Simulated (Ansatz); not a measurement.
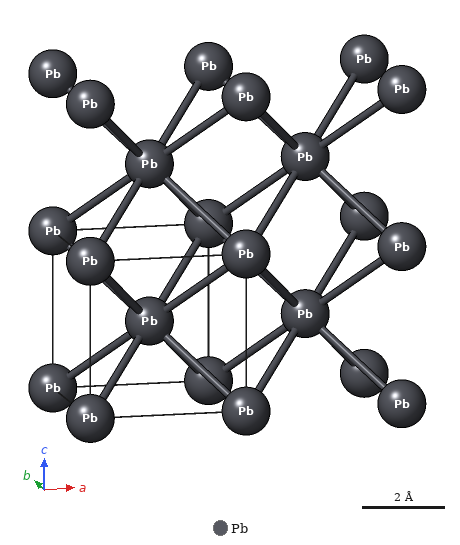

Reference structure: a crystal of Pb (set up in Im-3m). A ball-and-stick model of the conventional cell (2 times the calculation's cell), repeated 2 × 1 × 2 with one cell outlined, seen slightly off an axis. Lengths and directions refer to the drawn axes.

All numbers below come from DFT PBE+D3(BJ), scalar-relativistic, plane waves, PAW (Ansatz). Settings: plane-wave cutoff 420 eV; k-point mesh 16 × 16 × 16; occupations gaussian; smearing width 0.1 eV; no spin polarisation.

The variant: All lengths are scaled by +2.0 % (volume +6.0 %), the atoms keeping their fractional coordinates. No relaxation follows.

The input:
```yaml
crystal:
  lattice:
    - [-2.003518899, 2.003518899, 2.003518899]
    - [2.003518899, -2.003518899, 2.003518899]
    - [2.003518899, 2.003518899, -2.003518899]
  atoms:
    - { symbol: Pb, position: [0.0, 0.0, 0.0] }
basis:
  ecutwfc: 420
kpoints:
  mp_grid: { grid: [16, 16, 16] }
hamiltonian:
  xc: pbe
  dispersion: d3bj
scf:
  occupations: { method: gaussian, width: 0.1 }
output:
  forces: true
  stress: true
  eigenvalues: true
```

Command:
```bash
ansatz run input.yaml --threads 1 --pin off --max-ram 2560MiB --backend cpu --events-out ev --progress --plain --runs-dir out
```

Q: What is the effect?

A: Energy change: +13.2 meV per atom. Pressure: 0.0 GPa before, −2.2 GPa after. All forces vanish by symmetry. Among the bonded contacts that change: Pb–Pb 3.403 → 3.470 Å. The space group stays Im-3m (No. 229).

The changed structure in the same view:

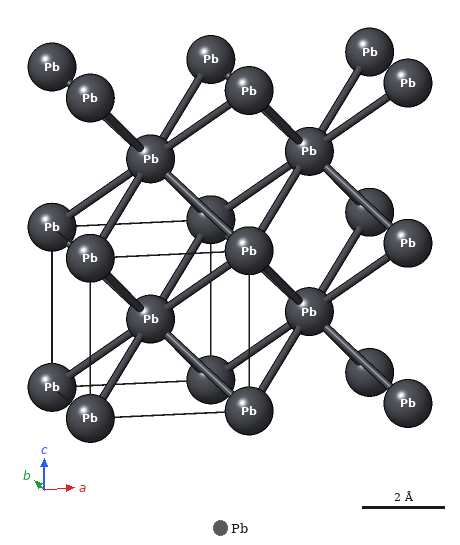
